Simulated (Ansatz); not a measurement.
```
CELL_PARAMETERS angstrom
2.77192 -2.77192 0.00000
2.77192 2.77192 0.00000
0.00000 0.00000 5.68600
ATOMIC_POSITIONS crystal
Ca 0.00000 0.00000 0.00000
Ca 0.50000 0.50000 0.50000
S 0.50000 0.50000 0.00000
S 0.00000 0.00000 0.50000
```

Space group I4/mmm; changed on purpose from its base cell (strain -0.025 along x and y, +0.000 along z, atoms carried along).

Method: DFT PBEsol, scalar-relativistic, plane waves, PAW in Ansatz 0.2.0.

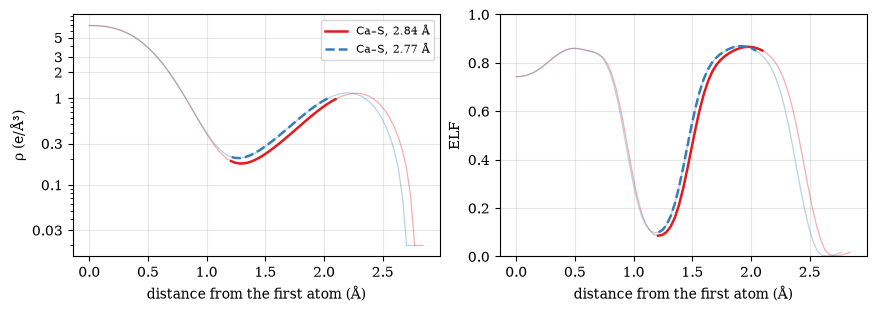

CaS. Valence charge density (pseudo) and ELF along straight lines between neighbouring atoms. Thin, pale parts lie inside the atomic spheres.

The density is the valence pseudo-density of a PAW calculation; it isn't the true density close to the nuclei.

Question: What can be read from the curves?

Answer: Ca–S (2.84 Å): the density is about 0.2 e/Å³ at the midpoint, with its minimum of 0.18 e/Å³ about 1.3 Å from Ca; the ELF peaks at about 0.85 in the valence shell of S, 0.9 Å from its nucleus, and is about 0.30 at the midpoint (a largely ionic contact).
Ca–S (2.77 Å): ρ at the midpoint is about 0.22 e/Å³; the ELF peaks at about 0.85 in the valence shell of S, 0.9 Å from its nucleus, and is about 0.30 at the midpoint (a closed-shell, largely ionic contact).
